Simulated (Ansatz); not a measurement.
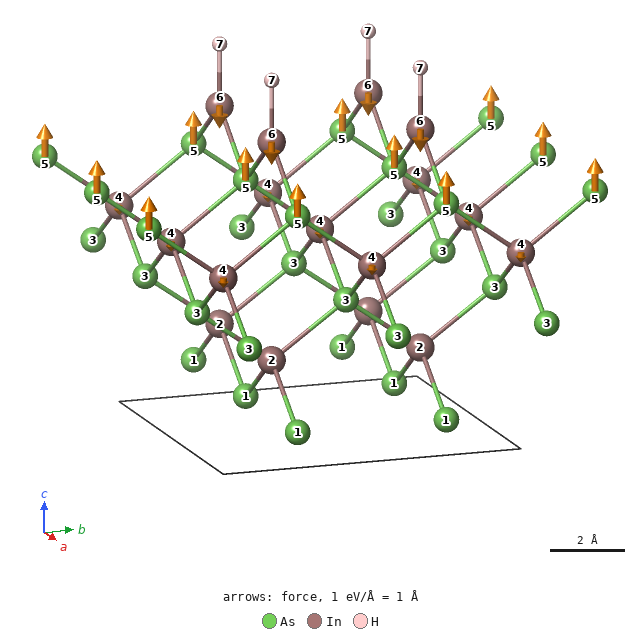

Starting geometry of a slab of composition In$_{3}$As$_{3}$H (cut from the F-43m phase) with the computed forces as orange arrows. The picture is a ball-and-stick view of the 2 × 2 repeat of the cell, outlined in the plane, without the vacuum, seen slightly off an axis.

Case: H put at a top In site. The slab is the (1 0 0) face of InAs with H on it. 3 atoms are held fixed.

Computed with DFT PBEsol, scalar-relativistic, plane waves, PAW in Ansatz 0.2.0.

The input:
```yaml
crystal:
  lattice:
    - [4.3044884334, 0.0, 0.0]
    - [0.0, 4.3044884334, 0.0]
    - [0.0, 0.0, 26.609332402]
  atoms:
    - { symbol: As, position: [0.0, 0.5, 0.3194368003] }
    - { symbol: In, position: [0.5, 0.5, 0.3766297602] }
    - { symbol: As, position: [0.5, 0.0, 0.4338227201] }
    - { symbol: In, position: [0.0, 0.0, 0.4894380325] }
    - { symbol: As, position: [0.0, 0.5, 0.5482065611] }
    - { symbol: In, position: [0.5, 0.5, 0.6074784776] }
    - { symbol: H, position: [0.5, 0.5, 0.6728690696] }
basis:
  ecutwfc: 420
kpoints:
  mp_grid: { grid: [7, 7, 1] }
hamiltonian:
  xc: pbesol
scf:
  occupations: { method: gaussian, width: 0.1 }
output:
  forces: true
  eigenvalues: true
  write_density: true
  write_potential: true
  elf: true
  volumetric_format: npy
relax:
  adjacent_minimum: "off"
  f_tol: 0.03
  max_steps: 70
  constraints: [{ sites: [0, 1, 2] }]
efield:
  axis: 3
  dipole_correction: true
  ramp_width: 0.04
```

Launched with:
```bash
ansatz run input.yaml --threads 2 --pin off --max-ram 5120MiB --backend cpu --events-out ev --progress --plain --runs-dir out
```

**What follows when this structure is relaxed?**

It isn't relaxed: the largest force vector, on As5, is 0.93 eV/Å. The final displacements follow the starting forces only in part (cosine between the two patterns 0.66). H7 moves most: 0.11 Å along the normal (−c). Largest moves by element: H 0.11 Å, In 0.10 Å, As 0.04 Å. The cell stays as it was. Some distances before and after: As5–In6 2.668 → 2.586 Å, In4–As5 2.660 → 2.700 Å, As3–In4 2.612 → 2.598 Å, In6–H7 1.740 → 1.730 Å. Bond angles that change, for instance: As5–In6–As5 107.5° → 112.7°, In6–As5–In6 107.5° → 112.7°, As5–In6–H7 126.2° → 123.7°. Over 2 accepted moves (4 points after the start) the energy falls by 62.2 meV per cell of the calculation. The largest force component goes from 0.93 to 0.019 eV/Å. The line search rejected the trial step at point 1 of the run. 1 step only repeated the SCF at the same geometry.

Limits of the set-up: the periodic images lie only 4.3 Å apart, so the values are limited by the cell's size.
